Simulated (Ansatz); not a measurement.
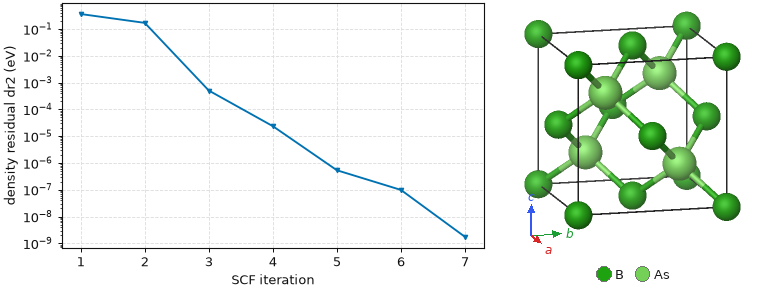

Beside the plot: the structure in its conventional cell.

The plot shows the SCF iterations of a calculation: density residual dr2. The starting density is a sum of atomic densities corrected by a trained network.

BAs (2 atoms in the cell), run with Ansatz.

```
crystal:
  lattice:
    - [0.0, 2.3919171974, 2.3919171974]
    - [2.3919171974, 0.0, 2.3919171974]
    - [2.3919171974, 2.3919171974, 0.0]
  atoms:
    - { symbol: B, position: [0.0, 0.0, 0.0] }
    - { symbol: As, position: [0.75, 0.75, 0.75] }
basis:
  ecutwfc: 500
kpoints:
  mp_grid: { grid: [10, 10, 10] }
hamiltonian:
  xc: r2scan
scf:
  occupations: { method: fermi_dirac, width: 5.0 }
  max_iter: 80
output:
  forces: true
  eigenvalues: true
  stress: true
```

Command:
```bash
ansatz run input.yaml --threads 4 --pin off --max-ram 10240MiB --backend cpu --events-out ev --progress --plain --runs-dir out
```

Q: Was self-consistency reached?

A: The run converged; it took 7 iterations. The residual falls at every step.

Q: Is anything amiss with this input?

A: The input holds a fault (a smearing of electronvolts). The SCF closed all the same, which doesn't make the results meaningful for the real system.
